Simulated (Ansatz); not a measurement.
## Geometry relaxation, with input and output: Mo (part 1 of 2)

The run: geometry relaxation of Mo (C2/m, 6 atoms in the cell). Method and program: DFT PBE, scalar-relativistic, plane waves, PAW, no spin polarisation (Ansatz 0.2.0).

The structure derives from an entry of the Crystallography Open Database. It belongs to a series of runs on one base structure; here: film's bulk on the substrate's plane, third vector and atoms relaxed. Figures and captions count atoms from 1; the log counts them from 0 in places.

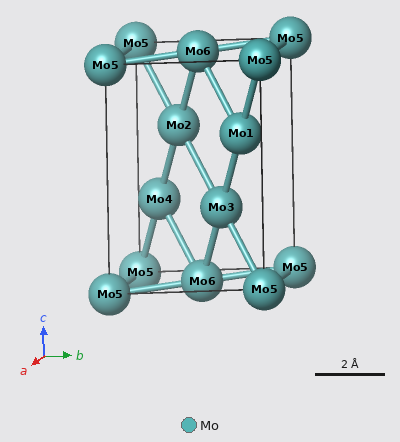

**Figure 1.** The input geometry (ball-and-stick view of the reduced cell, seen slightly off an axis; atoms are numbered from 1 in the order of the input). An atom can appear more than once, as a periodic image.

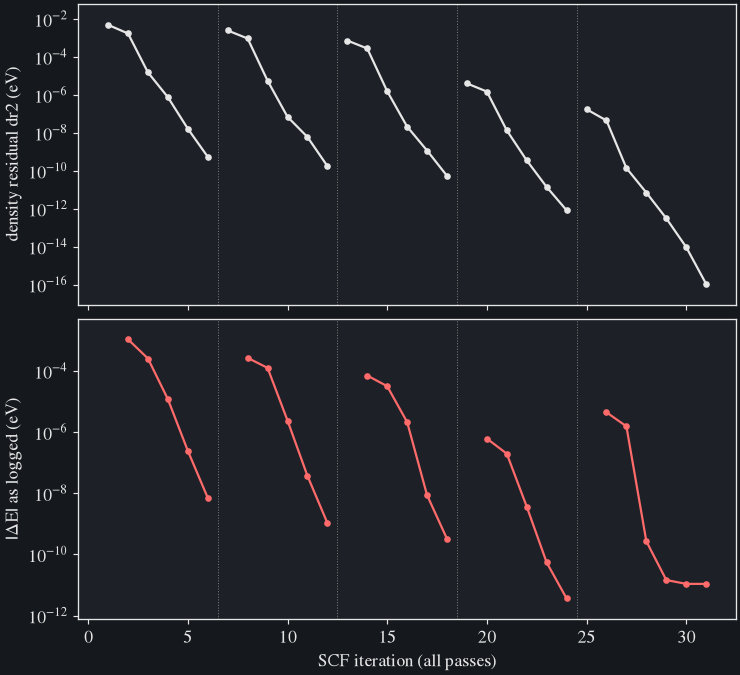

**Figure 2.** Convergence of the self-consistent field: density residual dr2 and size of the energy change against the SCF iteration. The dotted lines part the SCF passes of the relaxation: geometry steps, rejected trials and re-solves on a re-selected basis. The 5 passes take 6 to 7 iterations each, 31 in all.

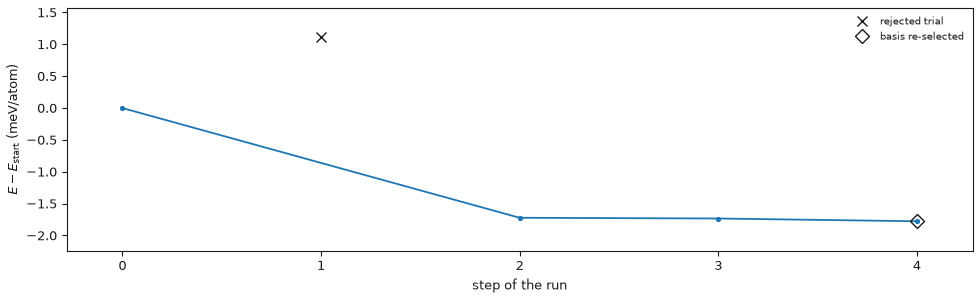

**Figure 3.** Progress of the relaxation, step by step (the first geometry is step 0 here and step 1 in the log).

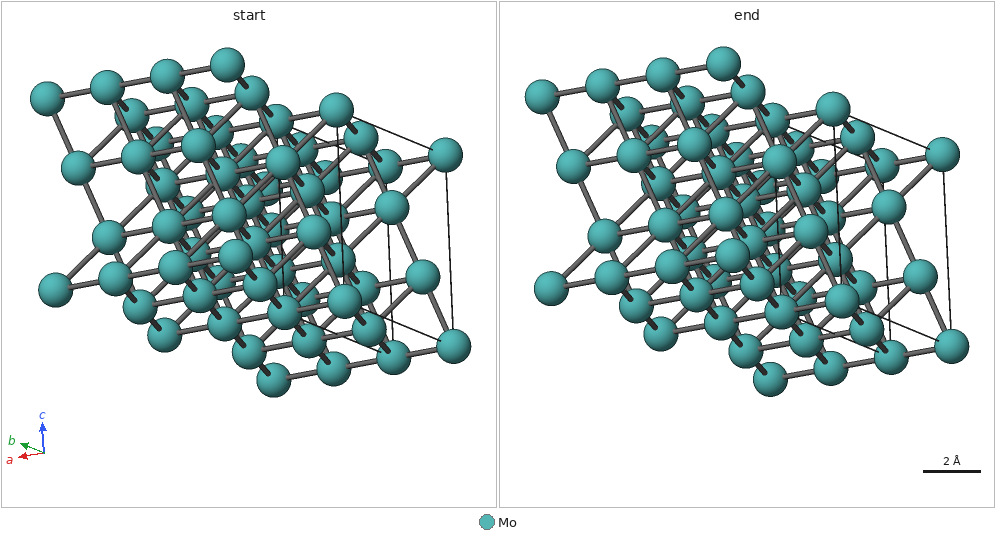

**Figure 4.** Before (left) and after (right) the relaxation, at one scale (ball-and-stick view of the reduced cell, repeated 3 × 2 × 1, seen at an oblique angle). No atom moves by more than 0.005 Å relative to the cell. The drawn cell changes as follows: a 2.714 → 2.730 Å (+0.6 %), b 5.226 → 5.236 Å (+0.2 %), c 7.028 → 7.053 Å (+0.3 %), α 80.6° → 80.4°, β 87.0° → 86.5°, γ 80.4° → 80.0°; the volume changes by +1.0 %. Among the contacts that change: Mo1–Mo1 2.714 → 2.730 Å. The space group stays C2/m (No. 12). Over 3 geometry steps the energy falls by 1.7 meV per atom. All forces vanish by symmetry, so only the cell relaxes. The pressure goes from −4.60 to −6.99 GPa. The line search rejected the trial step at point 1 (counted from 0) and went back. A last SCF at the same geometry on a re-selected plane-wave basis shifts the energy by next to nothing (0.0 meV per atom). (Atoms are counted from 1 in the order of the input.)

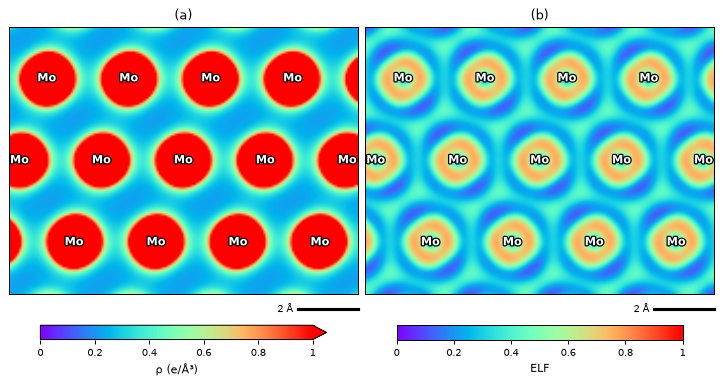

**Figure 5.** (a) valence charge density (pseudo); (b) ELF on the (001) plane of the calculation cell. Atoms in the plane: Mo. Mo–Mo (2.73 Å): ρ is about 0.37 e/Å³ halfway; the ELF is about 0.30 at the midpoint (no shared electron pair). Mo–Mo (2.88 Å): the density is about 0.3 e/Å³ at the midpoint; the ELF is about 0.30 at the midpoint; no localised pair between them. Away from the nuclei the density in this plane falls to 0.22 e/Å³ at its lowest. The strong features right at Mo lie inside the PAW spheres (semicore, d or f shells) and say nothing about bonding. The fields are those of the smooth PAW valence density.

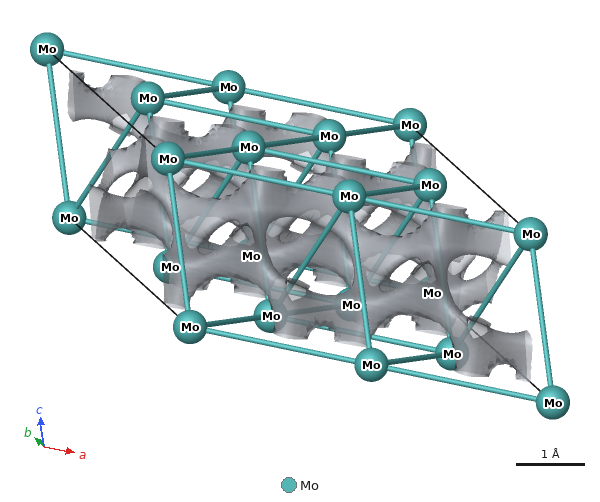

**Figure 6.** Isosurface of the ELF at 0.4 (grey), seen slightly off an axis. Core shells and regions of very low density are left out. Sticks mark near contacts. The outline is the calculation cell. The ELF exceeds this value in one network that runs through the whole crystal, counted in one cell of 6 atoms. Profiles from the grid: Mo–Mo (2.73 Å): the ELF is about 0.30 at the midpoint; no localised pair between them. Mo–Mo (2.88 Å): the ELF is about 0.30 at the midpoint; no shared electron pair.

The input that produced these results follows, with the program's output.

Input file:
```yaml
crystal:
  lattice:
    - [5.469762429, 0.0, 0.0]
    - [-2.7348812145, 8.2046436436, 0.0]
    - [-0.9116270715, 1.3674406073, 2.1592061568]
  atoms:
    - { symbol: Mo, position: [0.1666666667, 0.6666666667, 0.0] }
    - { symbol: Mo, position: [0.6666666667, 0.6666666667, 0.0] }
    - { symbol: Mo, position: [0.3333333333, 0.3333333333, 0.0] }
    - { symbol: Mo, position: [0.8333333333, 0.3333333333, 0.0] }
    - { symbol: Mo, position: [0.0, 0.0, 0.0] }
    - { symbol: Mo, position: [0.5, 0.0, 0.0] }
basis:
  ecutwfc: 420
kpoints:
  mp_grid: { grid: [7, 5, 16] }
hamiltonian:
  xc: pbe
scf:
  occupations: { method: gaussian, width: 0.1 }
output:
  forces: true
  stress: true
  eigenvalues: true
  write_density: true
  write_potential: true
  elf: true
  volumetric_format: npy
relax:
  adjacent_minimum: "off"
  f_tol: 0.01
  max_steps: 50
  cell: { fix: [a, b, gamma], stress_tol: 0.1 }
```

Run as:
```bash
ansatz run input.yaml --threads 8 --pin off --max-ram 20480MiB --backend cpu --events-out ev --progress --plain --runs-dir out
```

The program's output:
```
Engine: ansatz 0.2.0, x86_64-unknown-linux-gnu
Pseudopotentials: kind: paw
Pseudopotential: Mo, paw, valence charge 14, recommended cutoff 420 eV (normal), Mo.paw.azcp
Functional definition: PBE
  parameter kappa = 0.804
  parameter beta = 0.06672455060314922
  exchange = pbe_x(kappa = kappa, mu = beta*pi^2/3)
  correlation = pbe_c(beta = beta)
Crystal: 6 atoms, lattice volume = 96.900 Å³
Basis set: ecut = 420 eV, 1917 PW (Γ), exchange–correlation on 80×120×40 points (8 copies of the dense FFT grid, shifted against one another)
Bands: 51, of which v1, the nominal top of the filled ones, is band 42 counted from 1 (41 counted from 0)
Symmetry: 12 space group operations
Space group: C2/m (ITA 12), of the structure as read, at distance tolerance 4.6e-5 Å
k-points: 281 of 560
Non-local potential: Mo, projectors of the file, l = 0: 3, l = 1: 2, l = 2: 2, l = 3: 1
PAW form: soft (Blöchl's): semilocal exchange-correlation on the pseudo side does not see the compensation charge
PAW one-centre angular grid: Mo, 590 points (default); XC on 64 Gauss nodes
Initial density: superposition of atomic densities (neutral atoms: chi_scale 0, normalization atom), corrected by the library's trained network
Initial wavefunctions: pseudopotential atomic-orbital guess
Functional: x = pbe(κ = 0.804, μ = 0.2195149727645171), c = pbe(β = 0.06672455060314922)
SCF iter   1: F=—  HF=-29735.826166 eV  |F-HF|=—  |Δ(HF+E_count)|=         —  Δρ=2.84e-3  dr2=4.93e-3  ethr=1.77e-3  ⟨swp⟩=4.3  Hψ=46303  notcnv=0
preconditioner: auto → Kerker (q_TF=auto, 2.664 Å⁻¹)  [metal: Δε(μ)=0.001 eV  Ē_g=4.166 eV  σ=0.100 eV  W_gap=0.01  n_scr=28 (ndim 8)  ℏωp=22.6 eV  f_vac=0.000  D(μ)=4.17/eV (n_scr^D=34)]
SCF iter   2: F=—  HF=-29735.827249 eV  |F-HF|=—  |Δ(HF+E_count)|=   1.08e-3  Δρ=1.68e-3  dr2=1.73e-3  ethr=5.87e-6  ⟨swp⟩=2.7  Hψ=27890  notcnv=0
SCF iter   3: F=—  HF=-29735.826994 eV  |F-HF|=—  |Δ(HF+E_count)|=   2.55e-4  Δρ=1.85e-4  dr2=1.53e-5  ethr=2.05e-6  ⟨swp⟩=2.0  Hψ=18440  notcnv=0
SCF iter   4: F=—  HF=-29735.826983 eV  |F-HF|=—  |Δ(HF+E_count)|=   1.19e-5  Δρ=4.04e-5  dr2=7.56e-7  ethr=1.82e-8  ⟨swp⟩=2.6  Hψ=25076  notcnv=0
iter 5 did not close the SCF: its close was put off for the readings that it lacked (scf_convergence_deferred on its scf_iter line)
SCF iter   5: F=-29735.826983 eV  HF=-29735.826983 eV  |F-HF|=4.45e-9  |Δ(HF+E_count)|=   2.45e-7  Δρ=6.00e-6  dr2=1.65e-8  ethr=9.01e-10  ⟨swp⟩=1.1  Hψ=14958  notcnv=0
SCF iter   6: F=-29735.826983 eV  HF=-29735.826983 eV  |F-HF|=1.09e-10  |Δ(HF+E_count)|=   7.09e-9  Δρ=1.02e-6  dr2=5.45e-10  ethr=1.96e-11  ⟨swp⟩=7.5  Hψ=76485  notcnv=0
SCF 1 converged in 6 iterations: F = -29735.826983 eV  dr2 = 5.45e-10
  greatest PAW one-centre occupation: 0.998 electrons in one spin orbital (limit 2), on the Mo atom at site 5 (counted from 0), in its partial waves of l = 0
relax step   1: F+E_penalty+E_count = -29735.82698282 eV  Δ(F+E_penalty+E_count) = +0.000e0 eV  max|allowed force component| = 1.171e-28 eV/Å  Δτ_max = 0.0000 Å  P = -4.602 GPa  Ω = 96.900 Å³  fix = [a, b, gamma]  reactions: a -2.457, b -15.034 GPa; gamma +2.539 GPa/rad  (6 SCF iters, dr2 threshold 1.00e-7 eV, accepted)
Crystal: 6 atoms, lattice volume = 99.022 Å³
Basis set: ecut = 420 eV, 1953 PW (Γ), exchange–correlation on 80×120×40 points (8 copies of the dense FFT grid, shifted against one another)
Initial density: handed on by an earlier stage of this run
Initial wavefunctions: those handed on with the density
iter 1 solved again at ethr=3.06e-6 eV; its pass at ethr=3.10e-3 eV (dr2=2.57e-3 eV) is discarded
SCF iter   1: F=—  HF=-29735.819911 eV  |F-HF|=—  |Δ(HF+E_count)|=         —  Δρ=2.66e-3  dr2=2.49e-3  ethr=3.06e-6  ⟨swp⟩=2.5  Hψ=77108  notcnv=0
preconditioner: auto → Kerker (q_TF=auto, 2.655 Å⁻¹)  [metal: Δε(μ)=0.001 eV  Ē_g=4.064 eV  σ=0.100 eV  W_gap=0.01  n_scr=28 (ndim 8)  ℏωp=22.4 eV  f_vac=0.000  D(μ)=4.07/eV (n_scr^D=32)]
SCF iter   2: F=—  HF=-29735.820179 eV  |F-HF|=—  |Δ(HF+E_count)|=   2.68e-4  Δρ=1.58e-3  dr2=9.43e-4  ethr=2.96e-6  ⟨swp⟩=1.0  Hψ=14339  notcnv=0
SCF iter   3: F=—  HF=-29735.820304 eV  |F-HF|=—  |Δ(HF+E_count)|=   1.26e-4  Δρ=1.17e-4  dr2=5.60e-6  ethr=1.12e-6  ⟨swp⟩=1.1  Hψ=14343  notcnv=0
SCF iter   4: F=—  HF=-29735.820307 eV  |F-HF|=—  |Δ(HF+E_count)|=   2.40e-6  Δρ=1.28e-5  dr2=7.00e-8  ethr=6.66e-9  ⟨swp⟩=2.3  Hψ=21353  notcnv=0
iter 5 did not close the SCF: its close was put off for the readings that it lacked (scf_convergence_deferred on its scf_iter line)
SCF iter   5: F=-29735.820307 eV  HF=-29735.820307 eV  |F-HF|=3.67e-10  |Δ(HF+E_count)|=   3.72e-8  Δρ=3.16e-6  dr2=6.04e-9  ethr=8.33e-11  ⟨swp⟩=2.0  Hψ=25750  notcnv=0
SCF iter   6: F=-29735.820307 eV  HF=-29735.820307 eV  |F-HF|=3.64e-12  |Δ(HF+E_count)|=   1.07e-9  Δρ=5.01e-7  dr2=1.78e-10  ethr=7.19e-12  ⟨swp⟩=4.7  Hψ=74126  notcnv=0
the search or the solves at the SCF's close seem to have found levels that the self-consistency loop had missed (the run counts 7). By its estimate they hold under 1e-12 electrons; where the run keeps them, the occupations were computed again with them
SCF 2 converged in 6 iterations: F = -29735.820307 eV  dr2 = 1.78e-10
relax step   2: F+E_penalty+E_count = -29735.82030662 eV  Δ(F+E_penalty+E_count) = +6.676e-3 eV  max|allowed force component| = 9.677e-29 eV/Å  Δτ_max = 0.0000 Å  P = -9.813 GPa  Ω = 99.022 Å³  energy of the carried Pulay correction = -5.931e-4 eV  fix = [a, b, gamma]  (6 SCF iters, dr2 threshold 6.00e-7 eV, rejected (line search))
Crystal: 6 atoms, lattice volume = 97.868 Å³
Basis set: ecut = 420 eV, 1939 PW (Γ), exchange–correlation on 80×120×40 points (8 copies of the dense FFT grid, shifted against one another)
iter 1 solved again at ethr=8.82e-7 eV; its pass at ethr=3.10e-3 eV (dr2=7.41e-4 eV) is discarded
SCF iter   1: F=—  HF=-29735.837209 eV  |F-HF|=—  |Δ(HF+E_count)|=         —  Δρ=1.46e-3  dr2=7.36e-4  ethr=8.82e-7  ⟨swp⟩=2.6  Hψ=74061  notcnv=0
preconditioner: auto → Kerker (q_TF=auto, 2.660 Å⁻¹)  [metal: Δε(μ)=0.008 eV  Ē_g=4.116 eV  σ=0.100 eV  W_gap=0.04  n_scr=28 (ndim 8)  ℏωp=22.5 eV  f_vac=0.000  D(μ)=4.16/eV (n_scr^D=34)]
SCF iter   2: F=—  HF=-29735.837280 eV  |F-HF|=—  |Δ(HF+E_count)|=   7.08e-5  Δρ=8.68e-4  dr2=2.80e-4  ethr=8.77e-7  ⟨swp⟩=1.0  Hψ=14331  notcnv=0
SCF iter   3: F=—  HF=-29735.837311 eV  |F-HF|=—  |Δ(HF+E_count)|=   3.18e-5  Δρ=6.39e-5  dr2=1.57e-6  ethr=3.34e-7  ⟨swp⟩=1.0  Hψ=14348  notcnv=0
SCF iter   4: F=—  HF=-29735.837314 eV  |F-HF|=—  |Δ(HF+E_count)|=   2.14e-6  Δρ=8.34e-6  dr2=2.13e-8  ethr=1.87e-9  ⟨swp⟩=2.5  Hψ=23722  notcnv=0
SCF iter   5: F=—  HF=-29735.837314 eV  |F-HF|=—  |Δ(HF+E_count)|=   8.71e-9  Δρ=1.43e-6  dr2=1.17e-9  ethr=2.53e-11  ⟨swp⟩=2.0  Hψ=26198  notcnv=0
SCF iter   6: F=-29735.837314 eV  HF=-29735.837314 eV  |F-HF|=7.28e-12  |Δ(HF+E_count)|=  3.24e-10  Δρ=3.19e-7  dr2=5.42e-11  ethr=1.00e-12  ⟨swp⟩=6.4  Hψ=64872  notcnv=0
the search or the solves at the SCF's close seem to have found levels that the self-consistency loop had missed (the run counts 8). By its estimate they hold under 1e-12 electrons; where the run keeps them, the occupations were computed again with them
SCF 3 converged in 6 iterations: F = -29735.837314 eV  dr2 = 5.42e-11
relax step   3: F+E_penalty+E_count = -29735.83731352 eV  Δ(F+E_penalty+E_count) = -1.033e-2 eV  max|allowed force component| = 1.332e-28 eV/Å  Δτ_max = 0.0000 Å  P = -7.068 GPa  Ω = 97.868 Å³  energy of the carried Pulay correction = -2.722e-4 eV  fix = [a, b, gamma]  reactions: a -4.392, b -16.684 GPa; gamma +3.229 GPa/rad  (6 SCF iters, accepted)
Crystal: 6 atoms, lattice volume = 97.836 Å³
Basis set: ecut = 420 eV, 1941 PW (Γ), exchange–correlation on 80×120×40 points (8 copies of the dense FFT grid, shifted against one another)
iter 1 solved again at ethr=9.43e-9 eV; its pass at ethr=3.10e-3 eV (dr2=7.92e-6 eV) is discarded
```
